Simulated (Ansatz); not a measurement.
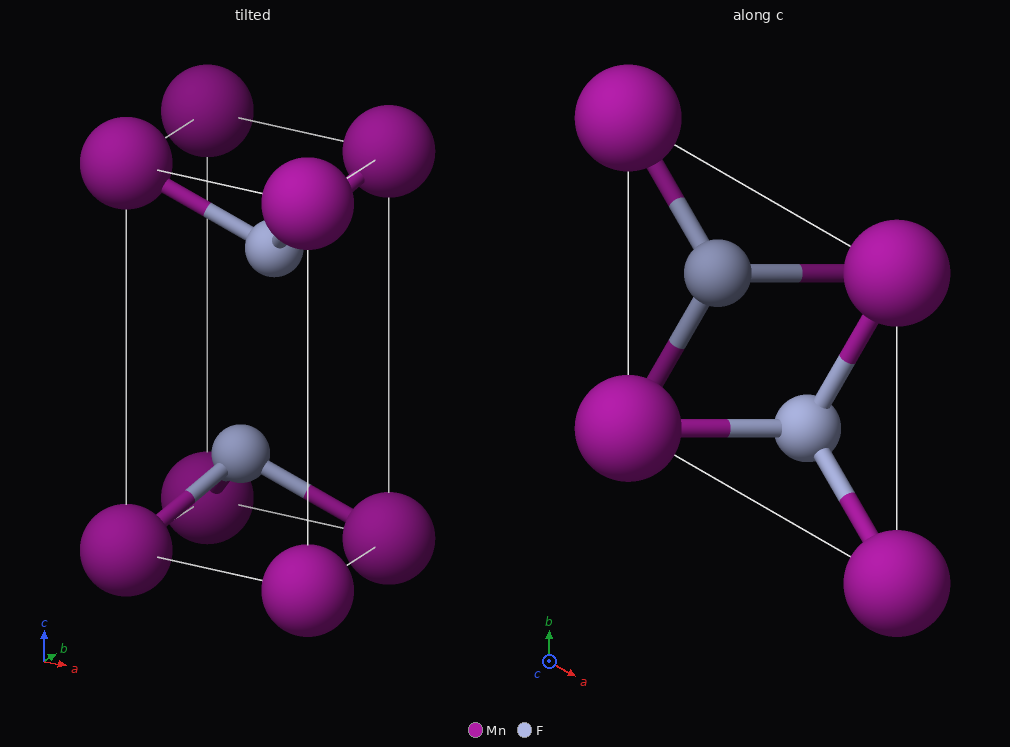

Ball-and-stick representation of a periodic structure, projected slightly off an axis and along the c axis. The edges of the conventional unit cell are marked.

MnF2, cadmium iodide (CdI₂, 1T) type, space group P-3m1 (No. 164), a = 3.374 Å, b = 3.374 Å, c = 4.958 Å, α = 90.00°, β = 90.00°, γ = 120.00°. Starting structure: a structure type filled with these elements by a generator (whether the compound takes this form wasn't checked). Earlier steps of the study, as a rule a relaxation of our own, may have changed the cell and positions, so they can lie some per cent off the listed ones. An electronic-structure calculation with Ansatz was run on it.

This one geometry was computed with Ansatz (DFT, plane waves, PAW) at five levels of theory: PBE+U with spin-orbit coupling (U_eff = 3.90 eV on Mn d), PBE+U (U_eff = 6.00 eV on Mn d), PBE+U (U_eff = 5.00 eV on Mn d), PBE+U (U_eff = 2.00 eV on Mn d) and HSE06.

Q: Which level gives the highest pressure at this volume, and what does that say about its equilibrium volume?

A: Highest: PBE+U (U_eff = 6.00 eV on Mn d) (0.8 GPa) and PBE+U (U_eff = 5.00 eV on Mn d) (0.4 GPa), which points to the largest equilibrium volume. Lowest, with the smallest volume: HSE06 (-3.3 GPa). Levels within 0.5 GPa of each other can't be told apart.

Q: How does the band gap change with the level of theory?

A: PBE+U (U_eff = 2.00 eV on Mn d): a gap of 2.61 eV on the k-mesh; PBE+U with spin-orbit coupling (U_eff = 3.90 eV on Mn d): a gap of 3.18 eV on the k-mesh; PBE+U (U_eff = 5.00 eV on Mn d): a gap of 3.46 eV on the k-mesh; PBE+U (U_eff = 6.00 eV on Mn d): a gap of 3.68 eV on the k-mesh; HSE06: a gap of 4.41 eV on the k-mesh.

Q: Collect the results in a table.

A:
| level | cutoff (eV) | k-mesh of the run's cell | gap (eV) | pressure (GPa) | absolute moment (μB/atom) |
| --- | --- | --- | --- | --- | --- |
| PBE+U with spin-orbit coupling (U_eff = 3.90 eV on Mn d) | 420 | 8×8×6 | 3.18 | 0.0 | 1.67 |
| PBE+U (U_eff = 6.00 eV on Mn d) | 420 | 8×8×6 | 3.68 | 0.8 | 1.67 |
| PBE+U (U_eff = 5.00 eV on Mn d) | 420 | 8×8×6 | 3.46 | 0.4 | 1.67 |
| PBE+U (U_eff = 2.00 eV on Mn d) | 420 | 8×8×6 | 2.61 | -0.8 | 1.67 |
| HSE06 | 420 | 6×6×4 | 4.41 | -3.3 | 1.67 |

Gaps are taken on the k-mesh or band path of each run.
